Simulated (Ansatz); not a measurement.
GaAs: single-point calculation

The run: single-point calculation of GaAs (P6₃/mmc, 4 atoms in the cell). Method and program: DFT, LDA, plane waves, PAW, no spin polarisation (Ansatz 0.2.0).

The structure was built on a prototype by a generator. The geometry comes from this level: r2SCAN. It belongs to a series of runs on one base structure; here: drawn settings.

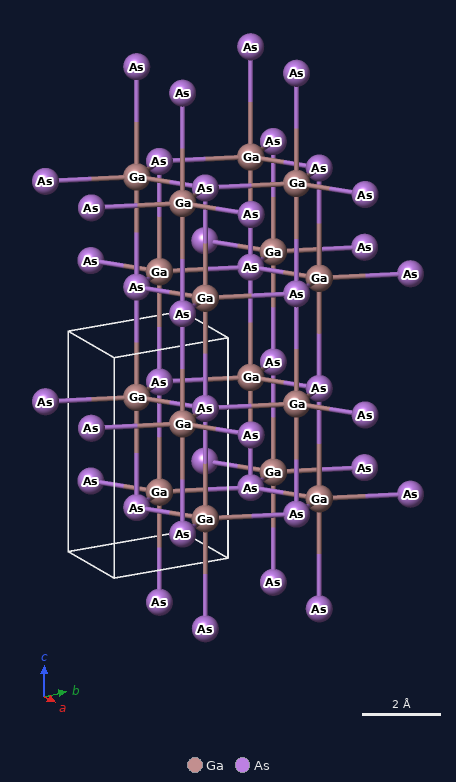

*The structure (ball-and-stick view of the cell of the calculation, repeated 2 × 2 × 2, seen slightly off an axis; bonded neighbours outside the cell are drawn too).*

Near neighbours in the crystal (not all of them lie inside the picture): Ga has 5 As at 2.45 to 2.89 Å; As has 5 Ga at 2.45 to 2.89 Å.

Key numbers:

| quantity | value |
| --- | --- |
| outcome | converged |
| space group (tolerance 0.01 Å) | P6₃/mmc (194) |
| electrons treated | 56 |
| free energy | −16961.1069 eV |
| Fermi energy | 7.785 eV |
| band gap | none (metallic) |
| hardware | 4 threads of Arm Neoverse V2, 24 GiB of memory available, shared host |
| wall time | 3.9 s (CPU time 13 s) |
| peak memory | 0.43 GiB |

Remarks:

Settings chosen away from the usual ones: drawn settings. Notes on the run: the optical spectrum is taken on partly filled bands. The k-point mesh is coarse for a cell of this size, so the results may not be converged.

The input:
```yaml
crystal:
  lattice:
    - [4.2497555659, 0.0, 0.0]
    - [-2.124877783, 3.6803962799, 0.0]
    - [0.0, 0.0, 5.7732405026]
  atoms:
    - { symbol: Ga, position: [0.3333333333, 0.6666666667, 0.25] }
    - { symbol: Ga, position: [0.6666666667, 0.3333333333, 0.75] }
    - { symbol: As, position: [0.6666666667, 0.3333333333, 0.25] }
    - { symbol: As, position: [0.3333333333, 0.6666666667, 0.75] }
kpoints:
  mp_grid: { grid: [6, 6, 2] }
hamiltonian:
  xc: lda
scf:
  occupations: { method: fermi_dirac, width: 0.02 }
output:
  optics:
    e_range: [0.5, 10]
    de: 0.2
    sigma: 0.4
    scissors: 0
    scheme: gaussian
    drude_damping: 0.2
    bands: { spectra_wanted_up_to: 10 }
    kdotp_interpolation: "off"
```

Run as:
```bash
ansatz run input.yaml --threads 4 --pin off --max-ram 3686MiB --backend cpu --events-out ev --progress --plain --runs-dir out
```

The program's output:
```
Engine: ansatz 0.2.0, aarch64-unknown-linux-gnu
Pseudopotentials: kind: paw
Pseudopotential: Ga, paw, valence charge 13, recommended cutoff 420 eV (normal), Ga.paw.azcp
Pseudopotential: As, paw, valence charge 15, recommended cutoff 420 eV (normal), As.paw.azcp
Functional definition: SPW92
  exchange = slater_x
  correlation = pw_c
Crystal: 4 atoms, lattice volume = 90.298 Å³
Basis set: ecut = 420 eV, 1753 PW (Γ)
Bands: 34, of which v1, the nominal top of the filled ones, is band 28 counted from 1 (27 counted from 0)
Symmetry: 24 space group operations
Space group: P63/mmc (ITA 194), of the structure as read, at distance tolerance 4.5e-5 Å
k-points: 14 of 72
Non-local potential: Ga, projectors of the file, l = 0: 2, l = 1: 2, l = 2: 3, l = 3: 1
Non-local potential: As, projectors of the file, l = 0: 2, l = 1: 2, l = 2: 3, l = 3: 1
PAW form: soft (Blöchl's): semilocal exchange-correlation on the pseudo side does not see the compensation charge
PAW frozen core: Ga, regenerated for the run's functional, and the local potential with it (the file was generated under x = pbe(κ = 0.804, μ = 0.2195149727645171), c = pbe(β = 0.06672455060314922))
PAW frozen core: As, regenerated for the run's functional, and the local potential with it (the file was generated under x = pbe(κ = 0.804, μ = 0.2195149727645171), c = pbe(β = 0.06672455060314922))
PAW one-centre angular grid: Ga, 590 points (default); XC on 64 Gauss nodes
PAW one-centre angular grid: As, 590 points (default); XC on 64 Gauss nodes
Initial density: superposition of atomic densities (neutral atoms: chi_scale 0, normalization atom), corrected by the library's trained network
Initial wavefunctions: pseudopotential atomic-orbital guess
Functional: x = slater, c = lda
SCF iter   1: F=—  HF=-16961.119806 eV  |F-HF|=—  |Δ(HF+E_count)|=         —  Δρ=6.27e-3  dr2=2.87e-2  ethr=1.77e-3  ⟨swp⟩=6.4  Hψ=1739  notcnv=0
preconditioner: auto → LDOS  [metal: Δε(μ)=0.032 eV  Ē_g=14.430 eV  σ=0.020 eV  W_gap=0.38  n_scr=22 (ndim 8)  ℏωp=23.4 eV  f_vac=0.097  D(μ)=7.37/eV (n_scr^D=96)  β→1.0]
SCF iter   2: F=—  HF=-16961.109173 eV  |F-HF|=—  |Δ(HF+E_count)|=   1.06e-2  Δρ=2.62e-3  dr2=6.34e-3  ethr=5.12e-5  ⟨swp⟩=2.0  Hψ=903  notcnv=0  defer=21
SCF iter   3: F=—  HF=-16961.108536 eV  |F-HF|=—  |Δ(HF+E_count)|=   6.36e-4  Δρ=1.88e-3  dr2=2.27e-3  ethr=1.13e-5  ⟨swp⟩=2.5  Hψ=907  notcnv=0  defer=21
SCF iter   4: F=—  HF=-16961.107186 eV  |F-HF|=—  |Δ(HF+E_count)|=   1.35e-3  Δρ=9.53e-4  dr2=7.55e-4  ethr=4.05e-6  ⟨swp⟩=2.0  Hψ=770  notcnv=0  defer=21
SCF iter   5: F=—  HF=-16961.106937 eV  |F-HF|=—  |Δ(HF+E_count)|=   2.50e-4  Δρ=2.65e-4  dr2=5.79e-5  ethr=1.35e-6  ⟨swp⟩=2.0  Hψ=712  notcnv=0  defer=21
SCF iter   6: F=—  HF=-16961.106926 eV  |F-HF|=—  |Δ(HF+E_count)|=   1.01e-5  Δρ=1.14e-4  dr2=1.38e-5  ethr=1.03e-7  ⟨swp⟩=2.2  Hψ=798  notcnv=0  defer=21
SCF iter   7: F=—  HF=-16961.106920 eV  |F-HF|=—  |Δ(HF+E_count)|=   6.23e-6  Δρ=5.20e-5  dr2=1.99e-6  ethr=2.46e-8  ⟨swp⟩=2.0  Hψ=849  notcnv=0  defer=21
SCF iter   8: F=—  HF=-16961.106926 eV  |F-HF|=—  |Δ(HF+E_count)|=   6.11e-6  Δρ=1.46e-5  dr2=1.33e-7  ethr=3.55e-9  ⟨swp⟩=2.0  Hψ=550  notcnv=0  defer=21
SCF iter   9: F=—  HF=-16961.106926 eV  |F-HF|=—  |Δ(HF+E_count)|=   2.04e-8  Δρ=3.58e-6  dr2=4.76e-9  ethr=2.38e-10  ⟨swp⟩=2.0  Hψ=566  notcnv=0  defer=21
SCF iter  10: F=—  HF=-16961.106926 eV  |F-HF|=—  |Δ(HF+E_count)|=   3.25e-9  Δρ=8.07e-7  dr2=2.23e-10  ethr=8.50e-12  ⟨swp⟩=2.1  Hψ=842  notcnv=0  defer=21
SCF iter  11: F=-16961.106926 eV  HF=-16961.106926 eV  |F-HF|=0.00e0  |Δ(HF+E_count)|=  2.26e-10  Δρ=1.08e-7  dr2=4.88e-12  ethr=1.00e-12  ⟨swp⟩=5.6  Hψ=1576  notcnv=0
SCF 1 converged in 11 iterations: F = -16961.106926 eV  dr2 = 4.88e-12
  greatest PAW one-centre occupation: 0.999 electrons in one spin orbital (limit 2), on the As atom at site 3 (counted from 0), in its partial waves of l = 2
```

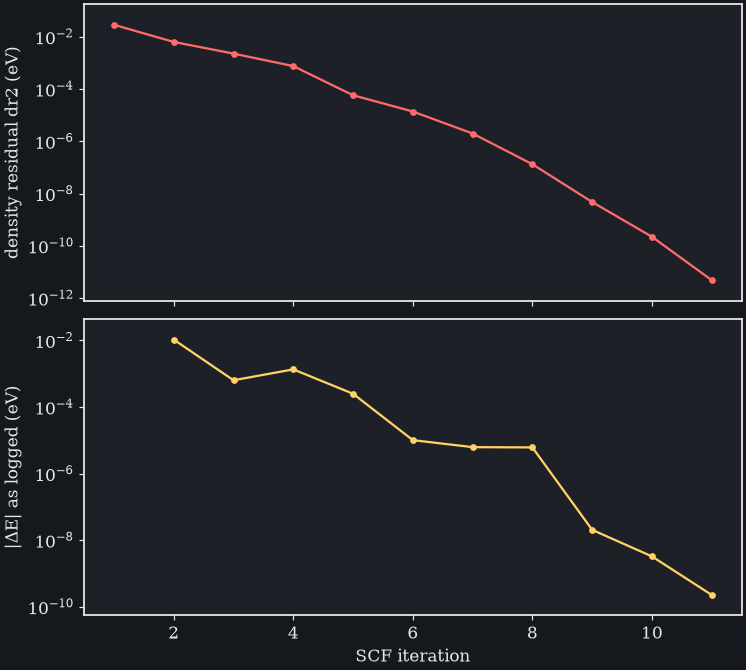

*Convergence of the self-consistent field: density residual dr2 and size of the energy change against the SCF iteration.*

The residual falls at every step.

```
NSCF: frozen V_eff on 14 k-points
SCF converged after 11 iterations
Free energy (F): -16961.106926 eV
Harris-Foulkes:  -16961.106926 eV  (|F-HF|=0.00e0)
Internal energy: -16961.098508 eV  (E = F + TS)
E sigma→0 (E₀):  -16961.102717 eV
Entropy (-TS):   -0.008418 eV (-2.105 meV/atom)
Fermi energy:    7.784596 eV
--- Per-component energies (eV) ---
  E_band       = -647.036281
  E_kinetic    = 438.808003
  E_local      = -7804.909216  (includes V_loc(G=0)·N_el)
  E_nonlocal   = -478.150661
  E_hartree    = 3922.649358
  E_xc         = -295.170885
  E_vxc        = -275.762298  (∫ρ·V_xc dr)
  E_paw        = -7331.950875  (= ΣΔE_a)
  E_vpaw       = -372.320491  (= ΣTr[D̂ρ^β])
  E_aug_tail   = -0.000220  (compensation charges beyond the density's cutoff)
  E_ewald      = -5419.981432
  E_core_change = 7.607420  (= ΣΔE_core)
  E_smearing   = -0.008418  (= −TS)
  E_closure    = 0.000000  (closes the sum)
  Σ components = -16961.106926   (vs F -16961.106926, Δ=0.00e0)
--- Band table (eV; the first three rows and the last of 14) ---
  k-point 0: bands = ["-27.4463", "-27.4463", "-27.4462", "-27.4462", "-27.4277", "-27.4271", "-27.4240", "-27.4240", "-27.4215", "-27.4215", "-7.2076", "-7.0868", "-7.0868", "-7.0868", "-7.0868", "-7.0856", "-7.0448", "-7.0448", "-7.0134", "-7.0134", "-4.8482", "-2.4794", "2.8498", "5.2818", "5.7599", "5.7599", "7.4440", "7.4440", "7.8529", "8.8584", "10.8333", "10.8333", "13.0176", "13.0176"]
  k-point 1: bands = ["-27.4463", "-27.4463", "-27.4463", "-27.4463", "-27.4273", "-27.4273", "-27.4227", "-27.4227", "-27.4227", "-27.4227", "-7.1428", "-7.1428", "-7.0911", "-7.0911", "-7.0911", "-7.0911", "-7.0252", "-7.0252", "-7.0252", "-7.0252", "-3.9429", "-3.9429", "4.9971", "4.9971", "6.5064", "6.5064", "6.5064", "6.5064", "7.6844", "7.6844", "11.5255", "11.5255", "11.5255", "11.5255"]
  k-point 2: bands = ["-27.4464", "-27.4462", "-27.4462", "-27.4460", "-27.4275", "-27.4270", "-27.4241", "-27.4239", "-27.4217", "-27.4215", "-7.2033", "-7.1025", "-7.0829", "-7.0807", "-7.0776", "-7.0764", "-7.0469", "-7.0463", "-7.0172", "-7.0121", "-4.6051", "-2.3525", "3.1081", "3.2261", "5.2578", "5.3383", "7.1607", "7.5188", "8.3018", "9.7573", "10.7118", "11.7259", "13.1142", "13.4161"]
  k-point 13: bands = ["-27.4462", "-27.4462", "-27.4461", "-27.4461", "-27.4270", "-27.4270", "-27.4229", "-27.4229", "-27.4226", "-27.4226", "-7.1369", "-7.1369", "-7.0866", "-7.0866", "-7.0560", "-7.0560", "-7.0344", "-7.0344", "-7.0328", "-7.0328", "-2.5979", "-2.5979", "0.7823", "0.7823", "3.9785", "3.9785", "8.1448", "8.1448", "10.2951", "10.2951", "12.4159", "12.4159", "13.2029", "13.2029"]
```
